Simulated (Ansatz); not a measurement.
# Distance and direction of the Gd–Gd exchange couplings in ferromagnetic GdSiRu (P4/nmm), PBEsol+U at constrained moments

I have to decide which Gd–Gd pairs a spin model of GdSiRu must keep, and whether a cut-off by distance alone is safe. The choice matters for any simulation of ordering temperature or spin waves in a layered rare-earth magnet, such as one considered for magnetic cooling, because a dropped shell of eight neighbours can count for more than a stronger bond with few. The couplings J are calculated with PBEsol and a Hubbard U on Gd, in the ferromagnetic state and at constrained moments. A positive J favours parallel moments. Each shell's weight is its part in the mean field that holds this state. No measured coupling or ordering temperature is set beside them here.

## Method

One system, GdSiRu (P4/nmm), in the lowest of the collinear states that were tried (ferromagnetic, 6 atom(s), 2 counted as magnetic, largest moment 7.16 muB), from measured cells of the Crystallography Open Database. Ansatz 0.2.0, plane waves with its default PAW datasets, cutoff 420 eV, collinear spins without spin-orbit coupling, Fermi-Dirac smearing of 0.1 eV. The k mesh is 10×10×6 and the sums for the couplings run over 10×10×6. Functional: PBEsol, Dudarev U (eV) Gd 6. The couplings are taken at constrained moments: the directions are held and the rest of the density and field relaxes in linear response. The mean-field temperature from all couplings of the first set is 156 K. Shells are pairs of one length, elements and relative sign; shells whose pairs differ much, and those beyond half the range that the mesh resolves, are left out. By the count of bands on its mesh the state is metallic. The same in all rows: elements and relative sign of the two moments in this state: Gd–Gd, parallel.

Notes on method and selection:

- J is defined by E = -sum over ordered pairs (each pair twice) of J e_i.e_j with unit vectors e, a classical Heisenberg model without biquadratic or multi-spin terms, so J > 0 favours parallel moments and the moment's size is inside J.
- The state is the lowest of a few collinear starts and need not be the true ground state; spin-orbit coupling is left out.
- Far couplings are the most sensitive to the k mesh.
- Couplings at rigid moments can miss in size and sometimes in sign.
- Couplings between f moments are uncertain at this level, and rigid ones can be several times too large.
- no Tyablikov value for a numerical reason (the zone average or the interpolation did not settle), not for instability
- Ansatz's own search for a lower self-consistent state was switched off in these runs, so a run may rest in a state that is not the lowest for its pattern of moments.
- Runs whose couplings were flagged as in doubt, moved by over 30 per cent with the upper empty bands, lost their pattern of moments or rest on unlike orbital states are not listed.
- For crystals with 4f or 5f elements only couplings at constrained moments are used, since rigid ones can be several times too large.
- Runs that did not converge, have known faults or may not be shown are not listed, and runs on Ansatz's PAW sets soft_1 and soft_2 are kept to separate tables.

Columns:

- distance (Å): distance of the pair.
- neighbours: such neighbours per magnetic atom.
- J, constrained (meV): mean J of the shell at constrained moments.
- part in mean field (meV): J times neighbours times the relative sign, first set: the shell's part in the mean field that holds this state (negative: it works against the state).

## Results

| member | distance (Å) | neighbours | J, constrained (meV) | part in mean field (meV) |
| --- | --- | --- | --- | --- |
| Gd–Gd at 3.78 Å | 3.78 | 4 | 2.022 | 8.089 |
| Gd–Gd at 4.17 Å | 4.17 | 4 | 0.936 | 3.742 |
| Gd–Gd at 5.16 Å | 5.16 | 4 | 1.380 | 5.520 |
| Gd–Gd at 5.90 Å | 5.90 | 4 | 0.155 | 0.619 |
| Gd–Gd at 6.59 Å | 6.59 | 2 | −0.301 | −0.602 |
| Gd–Gd at 7.01 Å | 7.01 | 8 | 0.165 | 1.324 |
| Gd–Gd at 7.80 Å | 7.80 | 8 | −0.096 | −0.767 |
| Gd–Gd at 7.84 Å | 7.84 | 8 | 0.330 | 2.640 |
| Gd–Gd at 8.35 Å | 8.35 | 4 | 0.025 | 0.100 |
| Gd–Gd at 8.84 Å | 8.84 | 8 | ? | ? |
| Gd–Gd at 9.16 Å | 9.16 | 4 | 0.064 | 0.255 |
| Gd–Gd at 9.33 Å | 9.33 | 8 | 0.099 | 0.790 |
| Gd–Gd at 9.42 Å | 9.42 | 4 | −0.039 | −0.156 |
| Gd–Gd at 9.81 Å | 9.81 | 4 | 0.096 | 0.385 |

Cells marked ? are withheld until the estimate has been made.

## The trend and its physics

Three shells carry most of the order. The pairs at 3.78, 4.17 and 5.16 Å give 8.089 + 3.742 + 5.520 = 17.351 meV, against 17.351 + 0.619 − 0.602 + 1.324 − 0.767 + 2.640 + 0.100 + 0.255 + 0.790 − 0.156 + 0.385 = 21.939 meV for all shells shown, a share of 0.79. The fall with distance is not smooth even among these: J at 5.16 Å exceeds J at 4.17 Å by a factor of 1.380 / 0.936 = 1.47.

Distance alone does not fix the sign. The shells at 7.80 and 7.84 Å have eight neighbours each and nearly the same length, yet they contribute −0.767 and +2.640 meV. The geometry of the tetragonal cell sorts them. The 4.17 Å pair is the in-plane lattice translation and the 6.59 Å pair, with two neighbours, is the translation along c. The 7.80 Å pair combines the two, since √(4.17² + 6.59²) = 7.80. Neighbouring Gd layers are shifted sideways by half the in-plane diagonal, 5.90 / 2 = 2.95 Å, so the 3.78 Å pair climbs √(3.78² − 2.95²) = 2.36 Å and the 5.16 Å pair √(5.16² − 2.95²) = 4.23 Å. The 7.84 Å pair climbs as much as the 5.16 Å pair and runs mostly sideways.

Sorted by height along c, every shown pair that climbs about 4.2 Å or less has positive J, and the three that climb 6.6 Å or more (6.59, 7.80 and 9.42 Å) have negative J. The negative shells together take away only 0.602 + 0.767 + 0.156 = 1.525 meV, so they weaken the ferromagnetic order without threatening it.

The likely carrier is indirect exchange. The compact 4f shells hardly overlap, but each polarises the 5d and other conduction electrons around it, and this polarisation reaches the next Gd with a sign that oscillates with separation. In a layered metal the period and strength of that oscillation depend on direction, which would allow opposite signs at equal length. The Fermi surface that would test this is not shown in the table.

## An estimate before looking

Plain estimates from the members shown:

- Gd–Gd at 8.84 Å, straight-line interpolation between Gd–Gd at 8.35 Å and Gd–Gd at 9.16 Å: w = (8.84 − 8.35) / (9.16 − 8.35) = 0.605, so 0.025 + 0.605 × (0.064 − 0.025) = 0.049 meV

The straight line between 8.35 and 9.16 Å gives +0.049 meV, but it joins two pairs that climb little along c. The 8.84 Å pair is one c translation plus the in-plane diagonal, √(6.59² + 5.90²) = 8.85, and so belongs with the negative pairs at 6.59 and 7.80 Å.

My first route repeats the last ratio within a series of equal height: −0.096 × (0.096 / 0.301) = −0.031 meV. The other series are the in-plane pairs at 4.17, 5.90, 8.35 and 9.33 Å, the pairs at 3.78, 7.01 and 9.16 Å, and those at 5.16, 7.84 and 9.81 Å. Tried on the shells at 8.35, 9.16, 9.33 and 9.81 Å, the same rule misses by 0.001, 0.051, 0.095 and 0.017 meV, or 0.055 meV root mean square.

The second route uses the mean-field temperature. For this definition of J the total mean field is J₀ = (3/2) k_B T, with k_B = 0.08617 meV/K, so 1.5 × 0.08617 × 156 = 20.16 meV. The shown shells sum to 21.94 meV, which leaves 20.16 − 21.94 = −1.78 meV for the withheld shell and everything farther out. Given wholly to the eight neighbours, that is −1.78 / 8 = −0.22 meV each. The five shown shells beyond 8 Å have parts of 0.42 meV root mean square. If the unseen tail acts like five more of random sign, the error is 0.42 × √5 / 8 = 0.12 meV.

The routes use different information, so I weight them by inverse square error, 1 / 0.055² = 331 to 1 / 0.12² = 69: (−0.031 × 331 − 0.22 × 69) / 400 = −0.06 meV, with an error of 1 / √400 = 0.05 meV.

**Committed estimate, Gd–Gd at 8.84 Å: J, constrained = −0.06 ± 0.05 meV.**

## How the estimate fared

| member | distance (Å) | neighbours | J, constrained (meV) | part in mean field (meV) |
| --- | --- | --- | --- | --- |
| Gd–Gd at 8.84 Å | 8.84 | 8 | −0.066 | −0.526 |

| member | estimate | J, constrained (meV) | computed | estimate − computed | miss in error bars |
| --- | --- | --- | --- | --- | --- |
| Gd–Gd at 8.84 Å | committed | −0.060 | −0.066 | +0.006 | 0.1 |
| Gd–Gd at 8.84 Å | interpolation | 0.049 | −0.066 | +0.115 |  |

J, constrained (meV) against distance (Å):

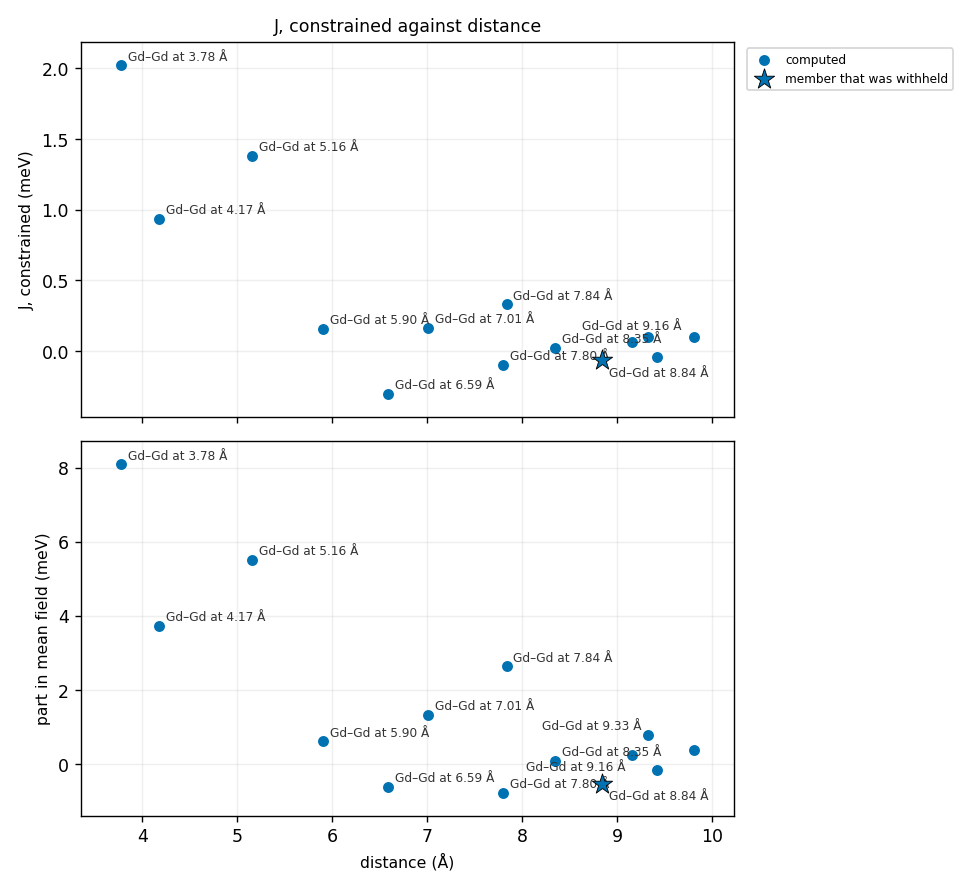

The estimate of −0.060 meV lies 0.006 meV from the calculated −0.066 meV, well inside its error bar of 0.05 meV. The interpolation by distance missed by 0.115 meV and had the wrong sign.

The closeness flatters my reasoning. The series of equal height gave −0.031 meV, too weak by 0.035 meV, and the mean-field remainder gave −0.22 meV, too strong by about 0.15 meV, somewhat more than the error I had assigned to it. The two misses largely cancelled in the weighted mean.

What held was the sign. All four negative shells now shown climb 6.6 Å or more along c, and all ten positive ones climb about 4.2 Å or less. The assumed constant ratio did not hold: J falls by a factor of 0.096 / 0.301 = 0.32 from 6.59 to 7.80 Å, but only by 0.066 / 0.096 = 0.69 on to 8.84 Å. A direction-dependent polarisation of the conduction electrons fits the sign pattern, though the pattern does not identify the bands responsible.

## Exceptions

Against a smooth fall with distance, three shells stand out. The pair at 5.16 Å is stronger than the nearer one at 4.17 Å by 1.380 − 0.936 = 0.444 meV. The pair at 7.84 Å has twice the J of the one at 7.01 Å (0.330 / 0.165 = 2.0), and with eight neighbours it adds 2.640 meV to the mean field. Both pairs climb about 4.2 Å along c, so the same link between Gd layers appears to be strong at two lateral distances. Conduction states of the Ru–Si block between these layers may carry it, but the table does not identify them.

The third is the pair at 6.59 Å, straight along c, with −0.301 meV between positive neighbours in the list. An oscillating conduction-electron polarisation can give this sign. With only two such neighbours per Gd, the shell removes just 0.602 meV from the mean field.

I give no separate cause for the uneven values beyond 8 Å, such as 0.025 meV at 8.35 Å and 0.099 meV at 9.33 Å. Couplings this small and distant are the most sensitive to the k mesh.

## Conclusions and limits

For the mean-field temperature, a cut-off by distance is safe here only if it lies beyond 7.84 Å, so I would keep every shell up to and including that one. Their parts sum to 17.351 + 0.619 − 0.602 + 1.324 − 0.767 + 2.640 = 20.565 meV, and 2 × 20.565 / (3 × 0.08617) = 159 K, close to the 156 K from all couplings, partly because positive and negative parts farther out cancel. Spin waves weigh distant pairs more heavily, and this check does not cover them. Stopping at 5.16 Å gives 2 × 17.351 / (3 × 0.08617) = 134 K.

Between 3.78 and 9.81 Å, height along c sorts the signs in this crystal. It does not give reliable sizes: over the five far shells tried, the constant-ratio rule misses by 0.051 meV root mean square, against a scatter of 0.061 meV about their mean.

Two effects outside this classical mean field exceed the change made by the cut-off. Spin fluctuations typically lower an ordering temperature by roughly a fifth, while treating Gd as a quantum spin S of 7/2 raises the mean-field value by the factor (S + 1)/S, which is 4.5 / 3.5 = 1.29. The choice of U and functional also shifts the scale clearly, so 156 K is no forecast of the measured ordering temperature.
